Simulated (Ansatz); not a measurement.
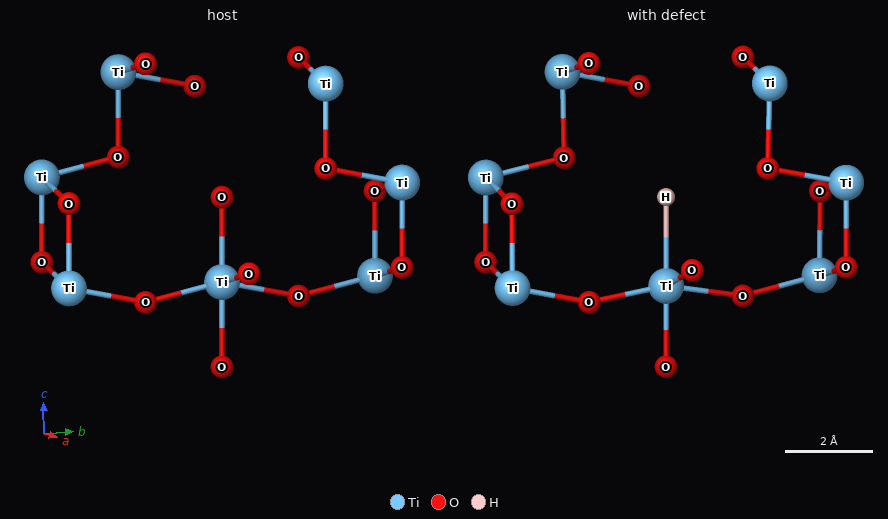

Left: perfect TiO$_{2}$. Right: the same region with one point defect, after relaxing the atoms in a supercell of 108 sites. Style: ball-and-stick. Shown: the atoms within 4.6 Å of one point, in a slice 3.4 Å thick across the line of sight, slightly off an axis.

Method: DFT, PBEsol, PAW, plane waves in Ansatz. Set-up: plane-wave cutoff 420 eV; k-point mesh 1 × 1 × 1; mesh shifted by (0.25, 0.25, 0.25); collinear spin. Fermi-Dirac smearing of 0.01 eV. The axes drawn are those of the host's conventional cell.

Q: Which defect is it?

A: An oxygen atom is replaced by hydrogen.

The charge state of the cell is 0.

Q: How does the lattice respond?

A: In the host the O atom has 3 Ti at 1.93 to 1.98 Å; the H atom ends with 3 Ti at 2.01 to 2.08 Å, 2 O at 2.37 Å. Of the host's atoms, a titanium atom moves furthest from its site, by 0.09 Å. The cell's net moment is 0.83 μB.
